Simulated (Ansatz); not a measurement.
# Copper, fcc under PBE: convergence with the Methfessel-Paxton smearing

A convergence test of the Methfessel-Paxton smearing width. The geometry was relaxed under PBE beforehand and stays fixed; 7 values are run, from 0.01 to 1.0 eV. Wanted are the values from which on the energy stays within 10 and 1 meV/atom, and the pressure within 0.5 GPa, of the narrowest run. Within the series other settings stay, but some runs also write fields, which adds to their time. Spin polarisation is left out.

Method: DFT PBE, plane waves with PAW, scalar-relativistic, in Ansatz 0.2.0.

## Step 1: Starting point

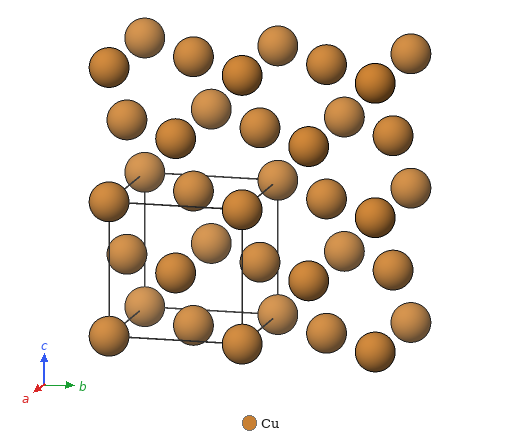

The structure, seen slightly off an axis (copper orange). 1×2×2 conventional cells are drawn; the run uses a primitive one. Any atoms on the faces are drawn again on the opposite ones.

As a file:

```xyz
1
Lattice="0.0000 1.8146 1.8146 1.8146 0.0000 1.8146 1.8146 1.8146 0.0000" Properties=species:S:1:pos:R:3 pbc="T T T"
Cu    0.0000    0.0000    0.0000
```

## Step 2: With a width of 0.01 eV

The run at 0.01 eV.

input.yaml

```yaml
crystal:
  lattice:
    - [0.0, 1.8145751207, 1.8145751207]
    - [1.8145751207, 0.0, 1.8145751207]
    - [1.8145751207, 1.8145751207, 0.0]
  atoms:
    - { symbol: Cu, position: [0.0, 0.0, 0.0] }
hamiltonian:
  xc: pbe
  pseudopotentials:
    kind: paw
    azcp:
      Cu: "pseudopotentials/Cu.paw.azcp"
basis:
  ecutwfc: 420
  fft_grid_basis: typed
kpoints:
  mp_grid: { grid: [15, 15, 15], shift: [0, 0, 0] }
magnetization:
  spin_polarized: false
scf:
  occupations: { method: methfessel_paxton, width: 0.01 }
  lower_state_search: "off"
output:
  stress: true
```

The run is started by

```console
> ansatz run input.yaml --threads 1 --pin off --max-ram 3584MiB --backend cpu --events-out ev --progress --plain --runs-dir out
```

The program printed, shortened:

```text
[...]
Pseudopotentials: kind: paw
Pseudopotential: Cu, paw, valence charge 19, recommended cutoff 420 eV (normal), <dir>
Functional definition: PBE
[...]
Crystal: 1 atoms, lattice volume = 11.950 Å³
Basis set: ecut = 420 eV, 259 PW (Γ)
Bands: 14, of which v1, the nominal top of the filled ones, is band 10 counted from 1 (9 counted from 0)
Symmetry: 48 space group operations
Space group: Fm-3m (ITA 225), of the structure as read, at distance tolerance 2.3e-5 Å
k-points: 120 of 3375
[...]
SCF iter   1: F=—  HF=-6625.172632 eV  |F-HF|=—  |Δ(HF+E_count)|=         —  Δρ=1.14e-3  dr2=6.64e-5  ethr=1.77e-3  ⟨swp⟩=5.0  Hψ=8643  notcnv=0
[...]
SCF iter   4: F=-6625.172759 eV  HF=-6625.172759 eV  |F-HF|=2.70e-7  |Δ(HF+E_count)|=   4.06e-6  S|Δr|=    0.00e0  Δρ=5.35e-5  dr2=7.25e-8  ethr=5.26e-10  ⟨swp⟩=3.1  Hψ=6160  notcnv=0
[...]
SCF converged after 4 iterations
Stability not checked: this state was not tested for a lower state beside it, because cold or Methfessel-Paxton smearing, or corrected tetrahedra, fill the levels in a way that the test cannot read (fill_not_monotonic; see scf.lower_state_search)
Free energy (F): -6625.172759 eV
[...]
E sigma→0 (E₀):  -6625.172749 eV
Entropy (-TS):   -0.000040 eV (-0.040 meV/atom)
Fermi energy:    16.629653 eV
[...]
--- Stress (GPa, compression-positive) ---
       -0.168480       0.000000      -0.000000
        0.000000      -0.168480      -0.000000
        0.000000       0.000000      -0.168480
  P = ⅓ Tr σ = -0.1685 GPa (-1.685 kbar)
```

Wall time 1.8 s (1 thread of Intel Xeon Platinum 8259CL at 2.50GHz (Skylake/Cascade Lake), shared host); peak memory 0.47 GiB.

## Step 3: With a width of 0.03 eV

The run at 0.03 eV.

input.yaml, as its differences from that of step 2:

```diff
@@ -21,3 +21,3 @@
 scf:
-  occupations: { method: methfessel_paxton, width: 0.01 }
+  occupations: { method: methfessel_paxton, width: 0.03 }
   lower_state_search: "off"
```

The run is started by

```console
> ansatz run input.yaml --threads 1 --pin off --max-ram 3584MiB --backend cpu --events-out ev --progress --plain --runs-dir out
```

The program printed, shortened:

```text
[...]
[... 3 set-up lines as earlier in the session ...]
[...]
Crystal: 1 atoms, lattice volume = 11.950 Å³
Basis set: ecut = 420 eV, 259 PW (Γ)
Bands: 14, of which v1, the nominal top of the filled ones, is band 10 counted from 1 (9 counted from 0)
[... 2 set-up lines as earlier in the session ...]
k-points: 120 of 3375
[...]
SCF iter   1: F=—  HF=-6625.172702 eV  |F-HF|=—  |Δ(HF+E_count)|=         —  Δρ=1.13e-3  dr2=6.48e-5  ethr=1.77e-3  ⟨swp⟩=5.3  Hψ=8551  notcnv=0
[...]
SCF iter   4: F=-6625.172829 eV  HF=-6625.172829 eV  |F-HF|=2.95e-7  |Δ(HF+E_count)|=   4.00e-6  S|Δr|=    0.00e0  Δρ=5.58e-5  dr2=7.87e-8  ethr=5.26e-10  ⟨swp⟩=3.0  Hψ=6167  notcnv=0
[...]
SCF converged after 4 iterations
Stability not checked: this state was not tested for a lower state beside it, because cold or Methfessel-Paxton smearing, or corrected tetrahedra, fill the levels in a way that the test cannot read (fill_not_monotonic; see scf.lower_state_search)
Free energy (F): -6625.172829 eV
[...]
E sigma→0 (E₀):  -6625.172806 eV
Entropy (-TS):   -0.000093 eV (-0.093 meV/atom)
Fermi energy:    16.628389 eV
[...]
--- Stress (GPa, compression-positive) ---
       -0.165778       0.000000      -0.000000
        0.000000      -0.165778      -0.000000
        0.000000       0.000000      -0.165778
  P = ⅓ Tr σ = -0.1658 GPa (-1.658 kbar)
```

It took 1.9 s on 1 thread of Intel Xeon Platinum 8259CL at 2.50GHz (Skylake/Cascade Lake), shared host; peak memory 0.47 GiB.

## Step 4: With a width of 0.1 eV

The run at 0.1 eV.

input.yaml, as its differences from that of step 3:

```diff
@@ -21,3 +21,3 @@
 scf:
-  occupations: { method: methfessel_paxton, width: 0.03 }
+  occupations: { method: methfessel_paxton, width: 0.1 }
   lower_state_search: "off"
```

The run is started by

```console
> ansatz run input.yaml --threads 1 --pin off --max-ram 3584MiB --backend cpu --events-out ev --progress --plain --runs-dir out
```

The program printed, shortened:

```text
[...]
[... 3 set-up lines as earlier in the session ...]
[...]
Crystal: 1 atoms, lattice volume = 11.950 Å³
Basis set: ecut = 420 eV, 259 PW (Γ)
Bands: 14, of which v1, the nominal top of the filled ones, is band 10 counted from 1 (9 counted from 0)
[... 2 set-up lines as earlier in the session ...]
k-points: 120 of 3375
[...]
SCF iter   1: F=—  HF=-6625.172793 eV  |F-HF|=—  |Δ(HF+E_count)|=         —  Δρ=1.24e-3  dr2=8.20e-5  ethr=1.77e-3  ⟨swp⟩=5.2  Hψ=8336  notcnv=0
[...]
SCF iter   4: F=-6625.172916 eV  HF=-6625.172916 eV  |F-HF|=2.46e-7  |Δ(HF+E_count)|=   4.13e-6  S|Δr|=    0.00e0  Δρ=5.19e-5  dr2=7.12e-8  ethr=5.26e-10  ⟨swp⟩=3.1  Hψ=6192  notcnv=0
[...]
SCF converged after 4 iterations
Stability not checked: this state was not tested for a lower state beside it, because cold or Methfessel-Paxton smearing, or corrected tetrahedra, fill the levels in a way that the test cannot read (fill_not_monotonic; see scf.lower_state_search)
Free energy (F): -6625.172916 eV
[...]
E sigma→0 (E₀):  -6625.172929 eV
Entropy (-TS):   0.000048 eV (0.048 meV/atom)
Fermi energy:    16.637077 eV
[...]
--- Stress (GPa, compression-positive) ---
       -0.194522       0.000000       0.000000
        0.000000      -0.194522       0.000000
       -0.000000      -0.000000      -0.194522
  P = ⅓ Tr σ = -0.1945 GPa (-1.945 kbar)
```

Run time: 1.6 s. Hardware: 1 thread of Intel Xeon Platinum 8259CL at 2.50GHz (Skylake/Cascade Lake), shared host; peak memory 0.47 GiB.

## Step 5: With a width of 0.2 eV

The run at 0.2 eV.

input.yaml, as its differences from that of step 4:

```diff
@@ -21,3 +21,3 @@
 scf:
-  occupations: { method: methfessel_paxton, width: 0.1 }
+  occupations: { method: methfessel_paxton, width: 0.2 }
   lower_state_search: "off"
@@ -25 +25,5 @@
   stress: true
+  write_density: true
+  write_potential: true
+  elf: true
+  volumetric_format: npy
```

The run is started by

```console
> ansatz run input.yaml --threads 1 --pin off --max-ram 3584MiB --backend cpu --events-out ev --progress --plain --runs-dir out
```

The program printed, shortened:

```text
[...]
[... 3 set-up lines as earlier in the session ...]
[...]
Crystal: 1 atoms, lattice volume = 11.950 Å³
Basis set: ecut = 420 eV, 259 PW (Γ)
Bands: 14, of which v1, the nominal top of the filled ones, is band 10 counted from 1 (9 counted from 0)
[... 2 set-up lines as earlier in the session ...]
k-points: 120 of 3375
[...]
SCF iter   1: F=—  HF=-6625.173008 eV  |F-HF|=—  |Δ(HF+E_count)|=         —  Δρ=1.00e-3  dr2=4.50e-5  ethr=1.77e-3  ⟨swp⟩=4.8  Hψ=8100  notcnv=0
[...]
SCF iter   5: F=-6625.173139 eV  HF=-6625.173139 eV  |F-HF|=1.79e-8  |Δ(HF+E_count)|=   5.47e-7  S|Δr|=    0.00e0  Δρ=1.52e-5  dr2=5.86e-9  ethr=5.26e-10  ⟨swp⟩=8.3  Hψ=10173  notcnv=0
[...]
SCF converged after 5 iterations
Stability not checked: this state was not tested for a lower state beside it, because cold or Methfessel-Paxton smearing, or corrected tetrahedra, fill the levels in a way that the test cannot read (fill_not_monotonic; see scf.lower_state_search)
Free energy (F): -6625.173139 eV
[...]
E sigma→0 (E₀):  -6625.172903 eV
Entropy (-TS):   -0.000945 eV (-0.945 meV/atom)
Fermi energy:    16.627371 eV
[...]
--- Stress (GPa, compression-positive) ---
       -0.114368       0.000000       0.000000
        0.000000      -0.114368      -0.000000
       -0.000000       0.000000      -0.114368
  P = ⅓ Tr σ = -0.1144 GPa (-1.144 kbar)
--- Band table (eV; the first three rows and the last of 120) ---
  k-point 0: bands = ["-96.0416", "-53.3558", "-53.3558", "-53.3558", "7.1954", "13.5418", "13.5418", "13.5418", "14.3594", "14.3594", "39.0285", "41.4381", "41.4381", "41.4381"]
[...]
```

Wall time 2.7 s (1 thread of Intel Xeon Platinum 8259CL at 2.50GHz (Skylake/Cascade Lake), shared host); peak memory 0.48 GiB.

## Step 6: With a width of 0.3 eV

The run at 0.3 eV.

input.yaml, as its differences from that of step 5:

```diff
@@ -21,3 +21,3 @@
 scf:
-  occupations: { method: methfessel_paxton, width: 0.2 }
+  occupations: { method: methfessel_paxton, width: 0.3 }
   lower_state_search: "off"
@@ -25,5 +25 @@
   stress: true
-  write_density: true
-  write_potential: true
-  elf: true
-  volumetric_format: npy
```

The run is started by

```console
> ansatz run input.yaml --threads 1 --pin off --max-ram 3584MiB --backend cpu --events-out ev --progress --plain --runs-dir out
```

The program printed, shortened:

```text
[...]
[... 3 set-up lines as earlier in the session ...]
[...]
Crystal: 1 atoms, lattice volume = 11.950 Å³
Basis set: ecut = 420 eV, 259 PW (Γ)
Bands: 14, of which v1, the nominal top of the filled ones, is band 10 counted from 1 (9 counted from 0)
[... 2 set-up lines as earlier in the session ...]
k-points: 120 of 3375
[...]
SCF iter   1: F=—  HF=-6625.173444 eV  |F-HF|=—  |Δ(HF+E_count)|=         —  Δρ=8.13e-4  dr2=2.19e-5  ethr=1.77e-3  ⟨swp⟩=4.1  Hψ=7859  notcnv=0
[...]
SCF iter   4: F=-6625.173580 eV  HF=-6625.173580 eV  |F-HF|=8.58e-9  |Δ(HF+E_count)|=   3.27e-6  S|Δr|=    0.00e0  Δρ=5.36e-6  dr2=1.10e-9  ethr=5.26e-10  ⟨swp⟩=3.1  Hψ=6288  notcnv=0
[...]
SCF converged after 4 iterations
Stability not checked: this state was not tested for a lower state beside it, because cold or Methfessel-Paxton smearing, or corrected tetrahedra, fill the levels in a way that the test cannot read (fill_not_monotonic; see scf.lower_state_search)
Free energy (F): -6625.173580 eV
[...]
E sigma→0 (E₀):  -6625.173341 eV
Entropy (-TS):   -0.000956 eV (-0.956 meV/atom)
Fermi energy:    16.610482 eV
[...]
--- Stress (GPa, compression-positive) ---
       -0.065565       0.000000       0.000000
       -0.000000      -0.065565       0.000000
       -0.000000       0.000000      -0.065565
  P = ⅓ Tr σ = -0.0656 GPa (-0.656 kbar)
```

It took 2 s on 1 thread of Intel Xeon Platinum 8259CL at 2.50GHz (Skylake/Cascade Lake), shared host; peak memory 0.46 GiB.

## Step 7: With a width of 0.6 eV

The run at 0.6 eV.

input.yaml, as its differences from that of step 6:

```diff
@@ -21,3 +21,3 @@
 scf:
-  occupations: { method: methfessel_paxton, width: 0.3 }
+  occupations: { method: methfessel_paxton, width: 0.6 }
   lower_state_search: "off"
@@ -25 +25,5 @@
   stress: true
+  write_density: true
+  write_potential: true
+  elf: true
+  volumetric_format: npy
```

The run is started by

```console
> ansatz run input.yaml --threads 1 --pin off --max-ram 3584MiB --backend cpu --events-out ev --progress --plain --runs-dir out
```

The program printed, shortened:

```text
[...]
[... 3 set-up lines as earlier in the session ...]
[...]
Crystal: 1 atoms, lattice volume = 11.950 Å³
Basis set: ecut = 420 eV, 259 PW (Γ)
Bands: 14, of which v1, the nominal top of the filled ones, is band 10 counted from 1 (9 counted from 0)
[... 2 set-up lines as earlier in the session ...]
k-points: 120 of 3375
[...]
SCF iter   1: F=—  HF=-6625.173340 eV  |F-HF|=—  |Δ(HF+E_count)|=         —  Δρ=7.69e-4  dr2=2.16e-5  ethr=1.77e-3  ⟨swp⟩=4.1  Hψ=7629  notcnv=0
[...]
SCF iter   4: F=-6625.173478 eV  HF=-6625.173478 eV  |F-HF|=6.97e-8  |Δ(HF+E_count)|=   1.57e-7  S|Δr|=    0.00e0  Δρ=2.71e-5  dr2=2.06e-8  ethr=5.26e-10  ⟨swp⟩=9.0  Hψ=11142  notcnv=0
[...]
SCF converged after 4 iterations
Stability not checked: this state was not tested for a lower state beside it, because cold or Methfessel-Paxton smearing, or corrected tetrahedra, fill the levels in a way that the test cannot read (fill_not_monotonic; see scf.lower_state_search)
Free energy (F): -6625.173478 eV
[...]
E sigma→0 (E₀):  -6625.173876 eV
Entropy (-TS):   0.001593 eV (1.593 meV/atom)
Fermi energy:    16.554014 eV
[...]
--- Stress (GPa, compression-positive) ---
        0.006652       0.000000       0.000000
        0.000000       0.006652      -0.000000
        0.000000       0.000000       0.006652
  P = ⅓ Tr σ = 0.0067 GPa (0.067 kbar)
--- Band table (eV; the first three rows and the last of 120) ---
  k-point 0: bands = ["-96.0305", "-53.3452", "-53.3452", "-53.3452", "7.1959", "13.5503", "13.5503", "13.5503", "14.3684", "14.3684", "39.0285", "41.4389", "41.4389", "41.4389"]
[...]
```

Wall time 2.7 s (1 thread of Intel Xeon Platinum 8259CL at 2.50GHz (Skylake/Cascade Lake), shared host); peak memory 0.48 GiB.

## Step 8: With a width of 1.0 eV

The run at 1.0 eV.

input.yaml, as its differences from that of step 7:

```diff
@@ -21,3 +21,3 @@
 scf:
-  occupations: { method: methfessel_paxton, width: 0.6 }
+  occupations: { method: methfessel_paxton, width: 1.0 }
   lower_state_search: "off"
```

The run is started by

```console
> ansatz run input.yaml --threads 1 --pin off --max-ram 3584MiB --backend cpu --events-out ev --progress --plain --runs-dir out
```

The program printed, shortened:

```text
band count auto-derived: 15 (N_el = 19.0; filled up to band 10; 14 by the electrons, moments and atoms)
[...]
[... 3 set-up lines as earlier in the session ...]
[...]
Crystal: 1 atoms, lattice volume = 11.950 Å³
Basis set: ecut = 420 eV, 259 PW (Γ)
Bands: 15, of which v1, the nominal top of the filled ones, is band 10 counted from 1 (9 counted from 0)
[... 2 set-up lines as earlier in the session ...]
k-points: 120 of 3375
[...]
SCF iter   1: F=—  HF=-6625.155685 eV  |F-HF|=—  |Δ(HF+E_count)|=         —  Δρ=8.79e-3  dr2=5.64e-3  ethr=1.77e-3  ⟨swp⟩=4.6  Hψ=7954  notcnv=0
[...]
SCF iter   5: F=-6625.154774 eV  HF=-6625.154774 eV  |F-HF|=1.63e-10  |Δ(HF+E_count)|=   3.52e-8  S|Δr|=    0.00e0  Δρ=1.21e-6  dr2=1.40e-10  ethr=2.34e-11  ⟨swp⟩=4.2  Hψ=8610  notcnv=0
[...]
SCF converged after 5 iterations
Stability not checked: this state was not tested for a lower state beside it, because cold or Methfessel-Paxton smearing, or corrected tetrahedra, fill the levels in a way that the test cannot read (fill_not_monotonic; see scf.lower_state_search)
Free energy (F): -6625.154774 eV
[...]
E sigma→0 (E₀):  -6625.189134 eV
Entropy (-TS):   0.137440 eV (137.440 meV/atom)
Fermi energy:    16.362147 eV
[...]
--- Stress (GPa, compression-positive) ---
       -1.239022      -0.000000       0.000000
       -0.000000      -1.239022       0.000000
        0.000000       0.000000      -1.239022
  P = ⅓ Tr σ = -1.2390 GPa (-12.390 kbar)
--- Band table (eV; the first three rows and the last of 120) ---
  k-point 0: bands = ["-95.9434", "-53.2610", "-53.2610", "-53.2610", "7.1992", "13.6174", "13.6174", "13.6174", "14.4403", "14.4403", "39.0266", "41.4450", "41.4450", "41.4450", "43.9568"]
[...]
```

It took 3.7 s on 1 thread of Intel Xeon Platinum 8259CL at 2.50GHz (Skylake/Cascade Lake), shared host; peak memory 0.48 GiB.

## Step 9: The series

Differences are taken from the run at 0.01 eV.

```
smearing (eV)  F (meV/atom)  E(σ → 0) (meV/atom)  P (GPa)  SCF cycles  CPU time
         0.01          0.00                 0.00    -0.17           4     1.8 s
         0.03         -0.07                -0.06    -0.17           4     1.9 s
          0.1         -0.16                -0.18    -0.19           4     1.6 s
          0.2         -0.38                -0.15    -0.11           5     2.7 s
          0.3         -0.82                -0.59    -0.07           4       2 s
          0.6         -0.72                -1.13     0.01           4     2.7 s
          1.0         17.98               -16.39    -1.24           5     3.7 s
```

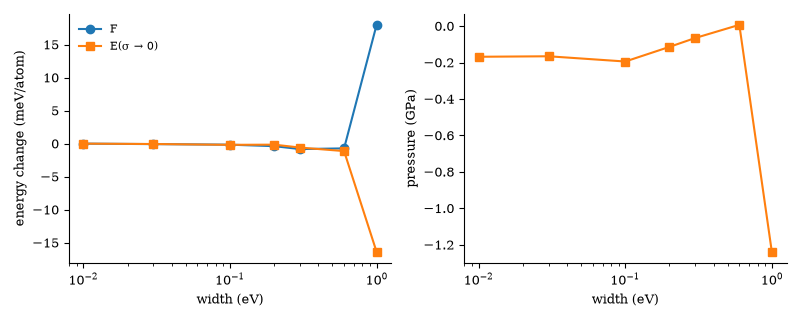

Energy and pressure against the Methfessel-Paxton smearing width.

## Step 10: Results

| quantity | value |
| --- | --- |
| E(σ → 0) stays within 10 meV/atom of 0.01 eV | up to 0.6 eV |
| E(σ → 0) stays within 1 meV/atom | up to 0.3 eV |
| pressure stays within 0.5 GPa | up to 0.6 eV |
| pressure at 0.01 eV | -0.17 GPa |
| energy of a separate run on a finer mesh (24×24×24) | -2.3 meV/atom from 0.01 eV |

**Reading.** At 1.0 eV the energy differs by -16.4 meV/atom and the pressure by -1.1 GPa. Over the range F shifts by +18.0 meV/atom, while E(σ → 0) shifts by -16.4. This scheme cancels the term in the square of the width, so F moves little up to 0.2 eV. The mesh (15×15×15) is fixed, so the narrowest widths carry a k-point error of their own. The yardstick itself is unsettled by 2.3 meV/atom against the finer mesh, so the thresholds above hold only within this series, and wider smearing, which averages over more states, can land nearer the fine-mesh value than the narrowest does.
